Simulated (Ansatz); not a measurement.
## What a change does: single-point calculation on HfO$_{2}$

System: HfO$_{2}$ (Imm2, 3 atoms in the cell).
Method of the first run: DFT r2SCAN, scalar-relativistic, plane waves, PAW, no spin polarisation (Ansatz 0.2.0).

The structure derives from an entry of the Crystallography Open Database. Text and figures count atoms from 1; the logs count them from 0 in places.

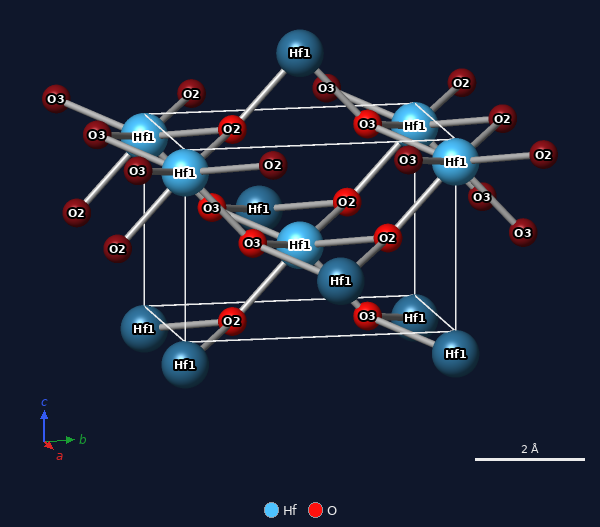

**Figure 1.** The structure (ball-and-stick view of the cell 2 times as large as that of the calculation, set on its symmetry axes, seen slightly off an axis; neighbours outside the cell are drawn fainter; atoms are numbered from 1 in the order of the input). An atom can appear more than once, as a periodic image.

## The input, the first run
```yaml
crystal:
  lattice:
    - [0.0, 2.5575, 2.5575]
    - [2.5575, 0.0, 2.5575]
    - [2.5575, 2.5575, 0.0]
  atoms:
    - { symbol: Hf, position: [0.0, 0.0, -0.1173020528] }
    - { symbol: O, position: [0.25, 0.25, 0.25] }
    - { symbol: O, position: [0.75, 0.75, 0.75] }
basis:
  ecutwfc: 500
kpoints:
  mp_grid: { grid: [8, 8, 8] }
hamiltonian:
  xc: r2scan
scf:
  occupations: { method: gaussian, width: 0.05 }
output:
  forces: true
  stress: true
  eigenvalues: true
```

Launched with:
```bash
ansatz run input.yaml --threads 1 --pin off --max-ram 2560MiB --backend cpu --events-out ev --progress --plain --runs-dir out
```

Hardware: 1 thread of Arm Neoverse V1, 24 GiB of memory available, shared host.

## Output, shortened to warnings, some set-up lines, iterations and results (the first run)
```
Basis set: ecut = 500 eV, 869 PW (Γ), exchange–correlation on 108×108×108 points (64 copies of the dense FFT grid, shifted against one another)
Symmetry: 4 space group operations
k-points: 95 of 512 (time reversal used)
Initial density: superposition of atomic densities (neutral atoms: chi_scale 0, normalization atom), corrected by the library's trained network
[...]
SCF iter   1: F=—  HF=-16875.409930 eV  |F-HF|=—  |Δ(HF+E_count)|=         —  Δρ=1.09e-2  dr2=3.36e-2  dr2_τ=2.35e-1  ethr=1.77e-3  ⟨swp⟩=5.0  Hψ=8170  notcnv=0
SCF iter   2: F=—  HF=-16875.466368 eV  |F-HF|=—  |Δ(HF+E_count)|=   5.64e-2  Δρ=5.57e-3  dr2=2.95e-3  dr2_τ=2.00e-3  ethr=8.85e-5  ⟨swp⟩=2.0  Hψ=5131  notcnv=0
SCF iter   3: F=—  HF=-16875.465746 eV  |F-HF|=—  |Δ(HF+E_count)|=   6.22e-4  Δρ=2.48e-3  dr2=8.06e-4  dr2_τ=1.32e-4  ethr=7.77e-6  ⟨swp⟩=2.0  Hψ=3582  notcnv=0
SCF iter   4: F=—  HF=-16875.465702 eV  |F-HF|=—  |Δ(HF+E_count)|=   4.43e-5  Δρ=9.15e-4  dr2=1.68e-4  dr2_τ=2.95e-5  ethr=2.12e-6  ⟨swp⟩=2.5  Hψ=3774  notcnv=0
SCF iter   5: F=—  HF=-16875.465652 eV  |F-HF|=—  |Δ(HF+E_count)|=   5.05e-5  Δρ=1.91e-4  dr2=1.05e-5  dr2_τ=9.13e-7  ethr=4.42e-7  ⟨swp⟩=2.0  Hψ=3443  notcnv=0
SCF iter   6: F=—  HF=-16875.465654 eV  |F-HF|=—  |Δ(HF+E_count)|=   2.60e-6  Δρ=6.02e-5  dr2=9.57e-7  dr2_τ=1.67e-7  ethr=2.75e-8  ⟨swp⟩=2.0  Hψ=3708  notcnv=0
SCF iter   7: F=—  HF=-16875.465654 eV  |F-HF|=—  |Δ(HF+E_count)|=   2.91e-8  Δρ=2.13e-5  dr2=1.15e-7  dr2_τ=8.55e-9  ethr=2.52e-9  ⟨swp⟩=2.1  Hψ=2813  notcnv=0
SCF iter   8: F=-16875.465654 eV  HF=-16875.465654 eV  |F-HF|=2.44e-9  |Δ(HF+E_count)|=   1.10e-9  Δρ=3.24e-6  dr2=2.97e-9  dr2_τ=9.16e-10  ethr=2.63e-10  ⟨swp⟩=4.0  Hψ=7975  …
SCF 1 converged in 8 iterations: F = -16875.465654 eV  dr2 = 2.97e-9
SCF converged after 8 iterations
Free energy (F): -16875.465654 eV
Harris-Foulkes:  -16875.465654 eV  (|F-HF|=2.44e-9)
Internal energy: -16875.465654 eV  (E = F + TS)
E sigma→0 (E₀):  -16875.465654 eV
Fermi energy:    17.086904 eV
--- Per-component energies (eV) ---
  E_band       = 7.106660
  E_kinetic    = 779.434096
  E_local      = -5927.434059  (includes V_loc(G=0)·N_el)
  E_nonlocal   = -1151.419034
  E_hartree    = 2719.053602
  E_xc         = -431.893661
  E_vxc        = -506.728118  (∫ρ·V_xc dr)
  E_paw        = -7272.873416  (= ΣΔE_a)
  E_vpaw       = 1347.332865  (= ΣTr[D̂ρ^β])
  E_aug_tail   = 0.002083  (compensation charges beyond the density's cutoff)
  E_vtau       = 27.813732  (kinetic-family band-sum trace: ∫τ·v_τ [+ j·A + Jᵃ·Aᵃ] dr)
  E_ewald      = -5590.592906
  E_core_change = 0.257640  (= ΣΔE_core)
  E_smearing   = -0.000000  (= −TS)
  E_closure    = -0.000000  (closes the sum)
  Σ components = -16875.465654   (vs F -16875.465654, Δ=0.00e0)
--- Forces (eV/Å), atoms counted from 1 ---
  atom   1  Hf     3.28889842     3.28889842     0.00000000
  atom   2  O     -1.64449817    -1.64449817     2.09663945
  atom   3  O     -1.64449817    -1.64449817    -2.09663945
  max |Σ_I F_I| component: 9.79e-5 eV/Å
--- Stress (GPa, compression-positive) ---
       10.424204      13.905042      -0.000000
       13.905042      10.424204       0.000000
        0.000000       0.000000      15.487924
  P = ⅓ Tr σ = 12.1121 GPa (121.121 kbar)
```

For the second run the input was changed thus:
```diff
-    - { symbol: Hf, position: [0.0, 0.0, -0.1173020528] }
+    - { symbol: Hf, position: [0.0586510264, -0.0586510264, -0.0586510264] }
```

How does the second run compare with the first run?

With the same functional and potentials, the second run lies 146.5 meV per atom lower. The gap on the mesh goes from 3.80 to 4.13 eV. The pressure goes from 12.11 to 0.68 GPa. The largest force goes from 4.651 to 2.089 eV/Å. The number of SCF iterations is the same. The irreducible k-points go from 95 to 59. On the same kind of shared host the second run took about 0.57 times as long.

## Output, shortened to warnings, some set-up lines, iterations and results (the second run)
```
Basis set: ecut = 500 eV, 869 PW (Γ), exchange–correlation on 108×108×108 points (64 copies of the dense FFT grid, shifted against one another)
Symmetry: 8 space group operations
k-points: 59 of 512 (time reversal used)
Initial density: superposition of atomic densities (neutral atoms: chi_scale 0, normalization atom), corrected by the library's trained network
[...]
SCF iter   1: F=—  HF=-16875.848679 eV  |F-HF|=—  |Δ(HF+E_count)|=         —  Δρ=1.15e-2  dr2=3.93e-2  dr2_τ=2.22e-1  ethr=1.77e-3  ⟨swp⟩=4.7  Hψ=5021  notcnv=0
SCF iter   2: F=—  HF=-16875.905394 eV  |F-HF|=—  |Δ(HF+E_count)|=   5.67e-2  Δρ=6.03e-3  dr2=3.63e-3  dr2_τ=2.43e-3  ethr=1.03e-4  ⟨swp⟩=2.0  Hψ=3188  notcnv=0
SCF iter   3: F=—  HF=-16875.905206 eV  |F-HF|=—  |Δ(HF+E_count)|=   1.88e-4  Δρ=2.47e-3  dr2=9.32e-4  dr2_τ=1.37e-4  ethr=9.56e-6  ⟨swp⟩=2.0  Hψ=2239  notcnv=0
SCF iter   4: F=—  HF=-16875.905446 eV  |F-HF|=—  |Δ(HF+E_count)|=   2.41e-4  Δρ=1.46e-3  dr2=4.80e-4  dr2_τ=8.35e-5  ethr=2.45e-6  ⟨swp⟩=2.0  Hψ=2413  notcnv=0
SCF iter   5: F=—  HF=-16875.905276 eV  |F-HF|=—  |Δ(HF+E_count)|=   1.70e-4  Δρ=2.84e-4  dr2=2.45e-5  dr2_τ=1.61e-6  ethr=1.26e-6  ⟨swp⟩=2.0  Hψ=2138  notcnv=0
SCF iter   6: F=—  HF=-16875.905275 eV  |F-HF|=—  |Δ(HF+E_count)|=   6.02e-7  Δρ=8.49e-5  dr2=2.20e-6  dr2_τ=2.90e-7  ethr=6.44e-8  ⟨swp⟩=2.0  Hψ=2392  notcnv=0
SCF iter   7: F=—  HF=-16875.905275 eV  |F-HF|=—  |Δ(HF+E_count)|=   2.03e-7  Δρ=3.20e-5  dr2=2.85e-7  dr2_τ=1.62e-8  ethr=5.78e-9  ⟨swp⟩=2.0  Hψ=1625  notcnv=0
SCF iter   8: F=-16875.905275 eV  HF=-16875.905275 eV  |F-HF|=4.09e-9  |Δ(HF+E_count)|=   2.32e-8  Δρ=4.58e-6  dr2=6.50e-9  dr2_τ=6.96e-10  ethr=2.63e-10  ⟨swp⟩=4.1  Hψ=4954  …
SCF 1 converged in 8 iterations: F = -16875.905275 eV  dr2 = 6.50e-9
SCF converged after 8 iterations
Free energy (F): -16875.905275 eV
Harris-Foulkes:  -16875.905275 eV  (|F-HF|=4.09e-9)
Internal energy: -16875.905275 eV  (E = F + TS)
E sigma→0 (E₀):  -16875.905275 eV
Fermi energy:    17.304069 eV
--- Per-component energies (eV) ---
  E_band       = 4.934189
  E_kinetic    = 775.228744
  E_local      = -5867.195929  (includes V_loc(G=0)·N_el)
  E_nonlocal   = -1152.335285
  E_hartree    = 2688.403024
  E_xc         = -430.997504
  E_vxc        = -505.344067  (∫ρ·V_xc dr)
  E_paw        = -7271.450916  (= ΣΔE_a)
  E_vpaw       = 1350.102006  (= ΣTr[D̂ρ^β])
  E_aug_tail   = 0.002065  (compensation charges beyond the density's cutoff)
  E_vtau       = 27.671016  (kinetic-family band-sum trace: ∫τ·v_τ [+ j·A + Jᵃ·Aᵃ] dr)
  E_ewald      = -5617.817114
  E_core_change = 0.257640  (= ΣΔE_core)
  E_smearing   = -0.000000  (= −TS)
  E_closure    = 0.000000  (closes the sum)
  Σ components = -16875.905275   (vs F -16875.905275, Δ=0.00e0)
--- Forces (eV/Å), atoms counted from 1 ---
  atom   1  Hf     2.08929962    -0.00000000     0.00000000
  atom   2  O     -1.04475546     0.00000000    -0.00000000
  atom   3  O     -1.04475546     0.00000000     0.00000000
  max |Σ_I F_I| component: 2.11e-4 eV/Å
--- Stress (GPa, compression-positive) ---
        0.653280       0.000000       0.000000
        0.000000       0.698181       0.000000
        0.000000       0.000000       0.698181
  P = ⅓ Tr σ = 0.6832 GPa (6.832 kbar)
```

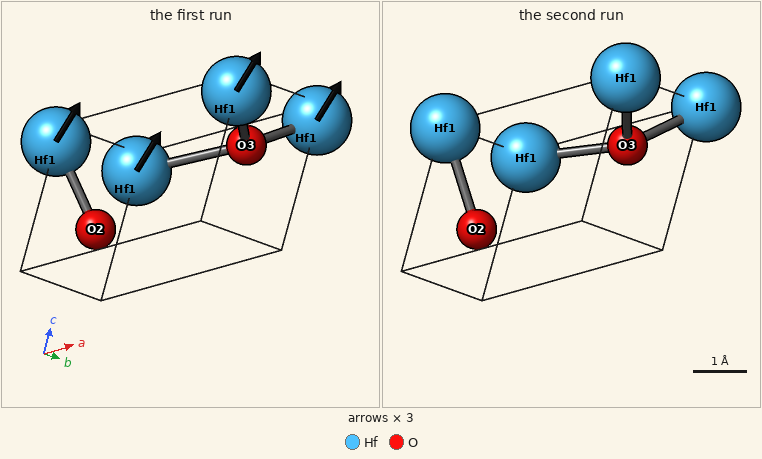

**Figure 2.** The two input geometries at one scale (ball-and-stick view of the cell of the calculation, seen at an oblique angle). The black arrows on the first give the shifts of the atoms relative to the cell, magnified 3 times. The atom that moves furthest is Hf1 (0.30 Å). O stays in place. The cell stays as it was. Among the contacts that change: Hf1–O2 2.255 → 2.056 Å.

## The two runs side by side

```tsv
quantity	the first run	the second run
outcome	converged	converged
free energy per atom (eV)	−5625.1552	−5625.3018
gap on the mesh (eV)	3.80	4.13
pressure (GPa)	12.11	0.68
largest force (eV/Å)	4.651	2.089
SCF iterations	8	8
irreducible k-points	95	59
plane waves at Γ	869	869
wall time (shared host)	18 s	10 s
```

For both runs: Spin–orbit coupling is left out, which matters for Hf. For the first run: The cell is under a pressure of 12.1 GPa at this level, so it is not at its equilibrium volume.
